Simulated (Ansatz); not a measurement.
## What a change does: geometry relaxation on WC

System: WC (2 atoms in the cell).
Method of run 1: Kohn-Sham DFT of a periodic cell, BLYP with D4, Ansatz PAW, no spin polarisation (Ansatz 0.2.0).

The structure derives from a Materials Project entry. Text and figures count atoms from 1; the logs count them from 0 in places.

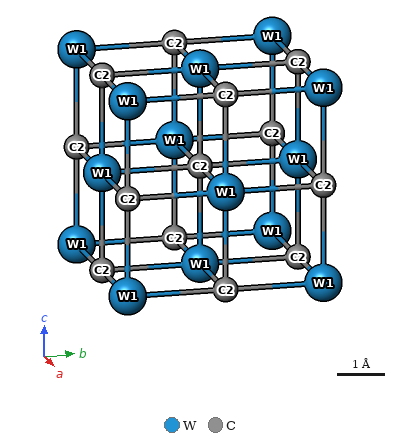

The structure as given in the input (ball-and-stick view of the cell 4 times as large as that of the calculation, set on its symmetry axes, seen slightly off an axis; atoms are numbered from 1 in the order of the input). An atom can appear more than once, as a periodic image.

### The input, run 1
```yaml
crystal:
  lattice:
    - [0.0, 2.192684, 2.192684]
    - [2.192684, 0.0, 2.192684]
    - [2.192684, 2.192684, 0.0]
  atoms:
    - { symbol: W, position: [0.0, 0.0, 0.0] }
    - { symbol: C, position: [0.5, 0.5, 0.5] }
hamiltonian:
  xc: blyp
  pseudopotentials: { kind: paw }
  dispersion: d4
kpoints:
  mp_grid: { grid: [10, 10, 10] }
scf:
  occupations: { method: fermi_dirac, width: 0.05 }
output:
  forces: true
  stress: true
  eigenvalues: true
relax:
  f_tol: 0.01
  max_steps: 40
  cell: { stress_tol: 0.05 }
```

Launched with:
```bash
ansatz run input.yaml --threads 2 --pin off --max-ram 5632MiB --backend cpu --events-out ev --progress --plain --runs-dir out
```

Hardware: 2 threads of Arm Neoverse V1, 24 GiB of memory available, shared host.

### Output, shortened to warnings, some set-up lines, iterations and results (run 1)
```
Basis set: ecut = 420 eV, 411 PW (Γ), exchange–correlation on 48×48×48 points (8 copies of the dense FFT grid, shifted against one another)
Symmetry: 48 space group operations
k-points: 47 of 1000
Initial density: superposition of atomic densities (neutral atoms: chi_scale 0, normalization atom), corrected by the library's trained network
[...]
SCF iter   1: F=—  HF=-10661.819158 eV  |F-HF|=—  |Δ(HF+E_count)|=         —  Δρ=2.46e-2  dr2=1.36e-1  ethr=1.77e-3  ⟨swp⟩=5.3  Hψ=7203  notcnv=0  defer=45
SCF iter   2: F=—  HF=-10661.790002 eV  |F-HF|=—  |Δ(HF+E_count)|=   2.92e-2  Δρ=1.02e-2  dr2=2.55e-2  ethr=7.55e-4  ⟨swp⟩=2.0  Hψ=1370  notcnv=0  defer=81
SCF iter   3: F=—  HF=-10661.784489 eV  |F-HF|=—  |Δ(HF+E_count)|=   5.51e-3  Δρ=6.88e-4  dr2=5.68e-5  ethr=1.42e-4  ⟨swp⟩=2.2  Hψ=1074  notcnv=0  defer=89
SCF iter   4: F=—  HF=-10661.784506 eV  |F-HF|=—  |Δ(HF+E_count)|=   1.67e-5  Δρ=2.07e-4  dr2=6.72e-6  ethr=3.16e-7  ⟨swp⟩=2.1  Hψ=947  notcnv=0  defer=89
SCF iter   5: F=-10661.784510 eV  HF=-10661.784510 eV  |F-HF|=1.54e-8  |Δ(HF+E_count)|=   4.38e-6  Δρ=2.24e-5  dr2=7.88e-8  ethr=3.73e-8  ⟨swp⟩=2.0  Hψ=942  notcnv=0  defer=89
[... 24 lines ...]
SCF iter   6: F=-10661.785805 eV  HF=-10661.785805 eV  |F-HF|=0.00e0  |Δ(HF+E_count)|=  3.64e-12  Δρ=3.95e-9  dr2=1.23e-15  ethr=1.00e-12  ⟨swp⟩=1.0  Hψ=799  notcnv=0
SCF iter   7: F=-10661.785805 eV  HF=-10661.785805 eV  |F-HF|=1.82e-12  |Δ(HF+E_count)|=  3.64e-12  Δρ=3.42e-10  dr2=1.39e-17  ethr=1.00e-12  ⟨swp⟩=1.0  Hψ=799  notcnv=0
SCF iter   8: F=-10661.785805 eV  HF=-10661.785805 eV  |F-HF|=5.46e-12  |Δ(HF+E_count)|=  3.64e-12  Δρ=4.19e-11  dr2=1.72e-19  ethr=1.00e-12  ⟨swp⟩=1.5  Hψ=1819  notcnv=0
SCF 4 converged in 8 iterations: F = -10661.785805 eV  dr2 = 1.72e-19
relax step   4: F+E_penalty+E_count = -10661.78580468 eV  Δ(F+E_penalty+E_count) = +3.224e-4 eV  max|allowed force component| = 2.071e-30 eV/Å  Δτ_max = 0.0000 Å  P = -0.033 …
basis re-selected at this cell: Δ(F+E_penalty+E_count) = +3.224e-4 eV, ΔP = -0.020 GPa vs the last step (what re-selecting the basis moved, of the pressure what is left beyond the Pulay correction that the steps carried, after the strain that the cell walked since its last selection, with what the …
SCF converged after 8 iterations
Free energy (F): -10661.785805 eV
Harris-Foulkes:  -10661.785805 eV  (|F-HF|=5.46e-12)
Internal energy: -10661.779376 eV  (E = F + TS)
E sigma→0 (E₀):  -10661.782590 eV
Entropy (-TS):   -0.006429 eV (-3.214 meV/atom)
Fermi energy:    22.450983 eV
--- Per-component energies (eV) ---
  E_band       = -50.215668
  E_kinetic    = 544.397475
  E_local      = -660.061887  (includes V_loc(G=0)·N_el)
  E_nonlocal   = 27.531810
  E_hartree    = 231.673855
  E_xc         = -311.470955
  E_vxc        = -293.817880  (∫ρ·V_xc dr)
  E_paw        = -8691.646065  (= ΣΔE_a)
  E_vpaw       = -131.612836  (= ΣTr[D̂ρ^β])
  E_aug_tail   = -0.000059  (compensation charges beyond the density's cutoff)
  E_ewald      = -1800.536992
  E_disp       = -1.858219  (pairwise vdW)
  E_core_change = 0.191661  (= ΣΔE_core)
  E_smearing   = -0.006429  (= −TS)
  E_closure    = 0.000000  (closes the sum)
  Σ components = -10661.785805   (vs F -10661.785805, Δ=0.00e0)
--- Forces (eV/Å), atoms counted from 1 ---
  atom   1  W     -0.00000000     0.00000000    -0.00000000
  atom   2  C      0.00000000     0.00000000     0.00000000
  max |Σ_I F_I| component: 1.74e-30 eV/Å
--- Stress (GPa, compression-positive) ---
       -0.033265      -0.000000      -0.000000
        0.000000      -0.033265       0.000000
       -0.000000       0.000000      -0.033265
  P = ⅓ Tr σ = -0.0333 GPa (-0.333 kbar)
--- Relaxed structure (3 steps of the walk, 3 accepted, 1 SCFs on fresh bases) ---
  F+E_penalty+E_count = -10661.78580468 eV   max|allowed force component| = 2.071e-30 eV/Å   (the final SCF, on the basis selected at the relaxed cell)
  cell:  # Å, volume = 20.9315 Å³
    - [3.4393761222045233e-34, 2.187375258984962, 2.187375258984962]
    - [2.187375258984962, 7.643058049343385e-35, 2.187375258984962]
    - [2.187375258984962, 2.187375258984962, -2.165533113980626e-34]
  atoms:
    - { symbol: W, position: [-5.146544494265683e-37, 2.287353108555569e-37, 4.574706217120826e-37] }
    - { symbol: C, position: [0.5, 0.5, 0.5] }
```

For run 2 the input was changed thus:
```diff
-  xc: blyp
+  xc: revpbe
```

How does run 2 compare with run 1?

The total energies belong to different methods, so their difference says nothing on which is more stable or more accurate. The volume per atom goes from 10.47 to 10.22 Å³. The functional changes from BLYP to revPBE. The SCF takes 46 iterations over all geometry steps against 26. On the same kind of shared host run 2 took about 1.6 times as long.

### Output, shortened to warnings, some set-up lines, iterations and results (run 2)
```
Basis set: ecut = 420 eV, 411 PW (Γ), exchange–correlation on 48×48×48 points (8 copies of the dense FFT grid, shifted against one another)
Symmetry: 48 space group operations
k-points: 47 of 1000
Initial density: superposition of atomic densities (neutral atoms: chi_scale 0, normalization atom), corrected by the library's trained network
[...]
SCF iter   1: F=—  HF=-10646.738267 eV  |F-HF|=—  |Δ(HF+E_count)|=         —  Δρ=4.17e-3  dr2=2.76e-3  ethr=1.77e-3  ⟨swp⟩=5.2  Hψ=6925  notcnv=0  defer=45
SCF iter   2: F=—  HF=-10646.738668 eV  |F-HF|=—  |Δ(HF+E_count)|=   4.01e-4  Δρ=2.91e-3  dr2=1.65e-3  ethr=1.53e-5  ⟨swp⟩=1.4  Hψ=1250  notcnv=0  defer=55
SCF iter   3: F=—  HF=-10646.738713 eV  |F-HF|=—  |Δ(HF+E_count)|=   4.49e-5  Δρ=4.41e-4  dr2=2.27e-5  ethr=9.16e-6  ⟨swp⟩=1.9  Hψ=883  notcnv=0  defer=55
SCF iter   4: F=—  HF=-10646.738722 eV  |F-HF|=—  |Δ(HF+E_count)|=   9.27e-6  Δρ=9.11e-5  dr2=7.03e-7  ethr=1.26e-7  ⟨swp⟩=2.0  Hψ=1056  notcnv=0  defer=55
SCF iter   5: F=-10646.738723 eV  HF=-10646.738723 eV  |F-HF|=1.15e-8  |Δ(HF+E_count)|=   6.54e-7  Δρ=1.89e-5  dr2=3.23e-8  ethr=3.91e-9  ⟨swp⟩=2.7  Hψ=1129  notcnv=0  …
[... 50 lines ...]
SCF iter   5: F=-10646.761358 eV  HF=-10646.761358 eV  |F-HF|=5.46e-12  |Δ(HF+E_count)|=  3.64e-12  Δρ=2.72e-8  dr2=1.62e-13  ethr=1.00e-12  ⟨swp⟩=1.0  Hψ=799  notcnv=0
SCF iter   6: F=-10646.761358 eV  HF=-10646.761358 eV  |F-HF|=3.64e-12  |Δ(HF+E_count)|=    0.00e0  Δρ=1.93e-8  dr2=8.16e-14  ethr=1.00e-12  ⟨swp⟩=1.0  Hψ=799  notcnv=0
SCF iter   7: F=-10646.761358 eV  HF=-10646.761358 eV  |F-HF|=7.28e-12  |Δ(HF+E_count)|=  1.82e-12  Δρ=7.93e-9  dr2=1.38e-14  ethr=1.00e-12  ⟨swp⟩=2.2  Hψ=2225  notcnv=0
SCF 7 converged in 7 iterations: F = -10646.761358 eV  dr2 = 1.38e-14
relax step   7: F+E_penalty+E_count = -10646.76135779 eV  Δ(F+E_penalty+E_count) = +9.095e-12 eV  max|allowed force component| = 2.038e-30 eV/Å  Δτ_max = 0.0000 Å  P = -0.000 …
basis re-selected at this cell: Δ(F+E_penalty+E_count) = +9.095e-12 eV, ΔP = -0.000 GPa vs the last step (what re-selecting the basis moved, of the pressure what is left beyond the Pulay correction that the steps carried, after the strain that the cell walked since its last selection, with what the …
SCF converged after 7 iterations
Free energy (F): -10646.761358 eV
Harris-Foulkes:  -10646.761358 eV  (|F-HF|=7.28e-12)
Internal energy: -10646.755068 eV  (E = F + TS)
E sigma→0 (E₀):  -10646.758213 eV
Entropy (-TS):   -0.006289 eV (-3.145 meV/atom)
Fermi energy:    22.660888 eV
--- Per-component energies (eV) ---
  E_band       = -48.545137
  E_kinetic    = 544.136580
  E_local      = -636.767052  (includes V_loc(G=0)·N_el)
  E_nonlocal   = 25.473755
  E_hartree    = 224.997671
  E_xc         = -317.092283
  E_vxc        = -300.764512  (∫ρ·V_xc dr)
  E_paw        = -8671.205569  (= ΣΔE_a)
  E_vpaw       = -130.619185  (= ΣTr[D̂ρ^β])
  E_aug_tail   = -0.000067  (compensation charges beyond the density's cutoff)
  E_ewald      = -1814.617325
  E_disp       = -1.656609  (pairwise vdW)
  E_core_change = -0.024171  (= ΣΔE_core)
  E_smearing   = -0.006289  (= −TS)
  E_closure    = 0.000000  (closes the sum)
  Σ components = -10646.761358   (vs F -10646.761358, Δ=0.00e0)
--- Forces (eV/Å), atoms counted from 1 ---
  atom   1  W     -0.00000000     0.00000000    -0.00000000
  atom   2  C      0.00000000     0.00000000     0.00000000
  max |Σ_I F_I| component: 1.71e-30 eV/Å
--- Stress (GPa, compression-positive) ---
       -0.000193      -0.000000      -0.000000
       -0.000000      -0.000193      -0.000000
       -0.000000      -0.000000      -0.000193
  P = ⅓ Tr σ = -0.0002 GPa (-0.002 kbar)
--- Relaxed structure (5 steps of the walk, 5 accepted, 2 SCFs on fresh bases) ---
  F+E_penalty+E_count = -10646.76135779 eV   max|allowed force component| = 2.038e-30 eV/Å   (the final SCF, on the basis selected at the relaxed cell)
  cell:  # Å, volume = 20.4480 Å³
    - [-4.5157734641537164e-33, 2.170402549618302, 2.170402549618302]
    - [2.170402549618302, -1.12098184723703e-33, 2.170402549618302]
    - [2.170402549618302, 2.170402549618302, -6.94244439482024e-34]
  atoms:
    - { symbol: W, position: [-1.6011471759958803e-36, 1.3724118651393029e-36, 1.3724118651380677e-36] }
    - { symbol: C, position: [0.5, 0.5, 0.5] }
```

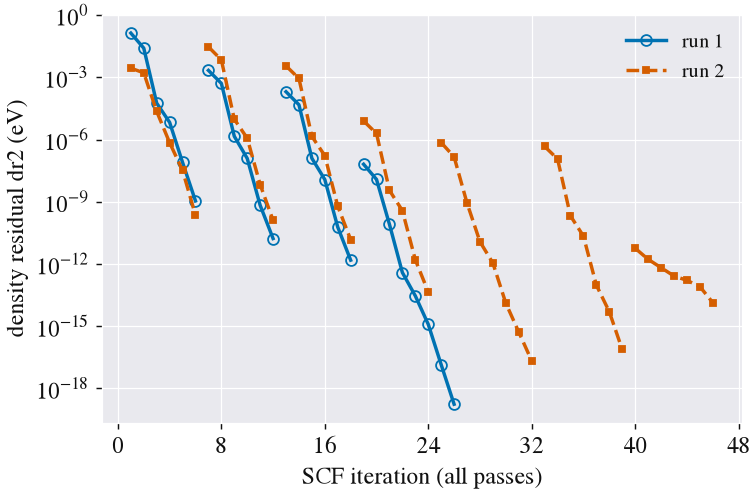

Convergence of the two runs: density residual dr2 against the SCF iteration. A break in a curve parts two SCF passes. Run 1 takes 26 iterations in all, and run 2 takes 46.

### The two runs side by side

```csv
quantity,run 1,run 2
outcome,converged,converged
free energy per atom (eV),−5330.8929,−5323.3807
"energy per atom, smearing taken to zero (eV)",−5330.8913,−5323.3791
gap on the mesh (eV),0.00,0.00
pressure (GPa),−0.03,0.00
volume per atom (Å³),10.47,10.22
largest force (eV/Å),0.000,0.000
SCF iterations,26,46
irreducible k-points,47,47
wall time (shared host),4.6 s,7.5 s
```

For both runs: Points of doubt noted for this run: forces on files of another functional. Spin–orbit coupling is left out, which matters for W.
